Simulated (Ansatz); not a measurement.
System: PbF2 (slab).

Input file:

```
crystal:
  lattice:
    - [4.2427419478, 0.0, 0.0]
    - [-2.1213709739, 3.6743223085, 0.0]
    - [0.0, 0.0, 23.6604607353]
  atoms:
    - { symbol: F, position: [0.0, 0.0, 0.3169845289] }
    - { symbol: Pb, position: [0.6666666667, 0.3333333333, 0.3535876231] }
    - { symbol: F, position: [0.3333333333, 0.6666666667, 0.3901907173] }
    - { symbol: F, position: [0.6666666667, 0.3333333333, 0.4633969058] }
    - { symbol: Pb, position: [0.3333333333, 0.6666666667, 0.5] }
    - { symbol: F, position: [0.0, 0.0, 0.5366030942] }
    - { symbol: F, position: [0.3333333333, 0.6666666667, 0.6098092827] }
    - { symbol: Pb, position: [0.0, 0.0, 0.6464123769] }
    - { symbol: F, position: [0.6666666667, 0.3333333333, 0.6830154711] }
basis:
  ecutwfc: 420
kpoints:
  mp_grid: { grid: [9, 9, 1] }
hamiltonian:
  xc: pbe
scf:
  occupations: { method: gaussian, width: 0.05 }
output:
  forces: true
  eigenvalues: true
  write_density: true
  write_potential: true
  elf: true
  volumetric_format: npy
efield:
  axis: 3
  dipole_correction: true
  ramp_width: 0.04
```

Launched as:

```sh
ansatz run input.yaml --threads 2 --pin off --max-ram 5632MiB --backend cpu --events-out ev --progress --plain --runs-dir out
```

Built by placing these elements on a known structure type.

Computed with Ansatz 0.2.0, DFT PBE, scalar-relativistic, plane waves, PAW.

Q: What will maps of the valence pseudo-density and electron localisation function show?

A: Pb–F (2.60 Å): the density is about 0.23 e/Å³ at the midpoint; the ELF is about 0.10 at the midpoint: no localised pair shows between them.

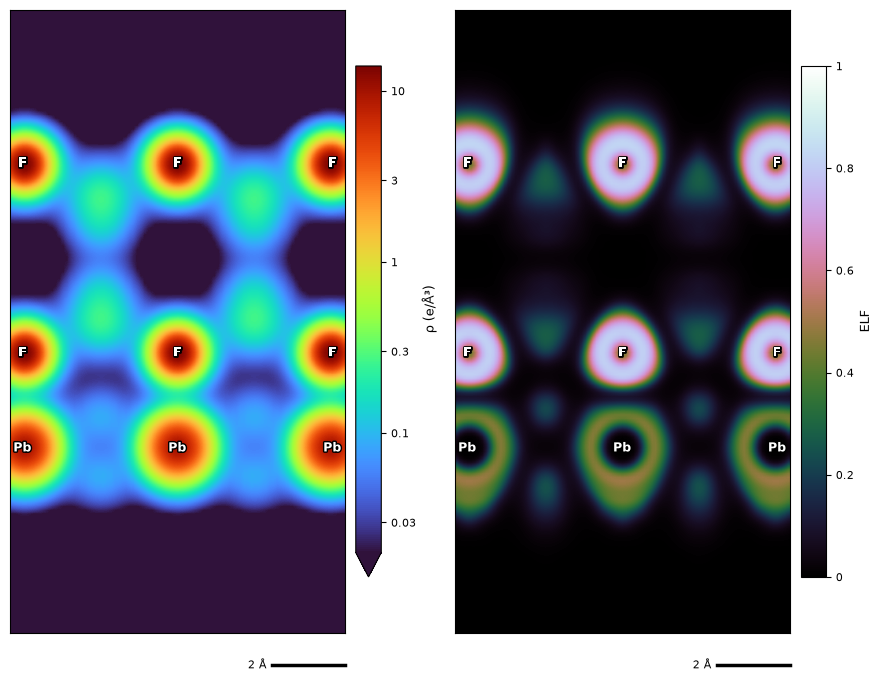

Computed valence pseudo-density and electron localisation function on the (11̄0) plane of the calculation cell, a cut from vacuum to vacuum, in this order. 

In a PAW calculation such maps are meaningful between the atoms, not at the nuclei.
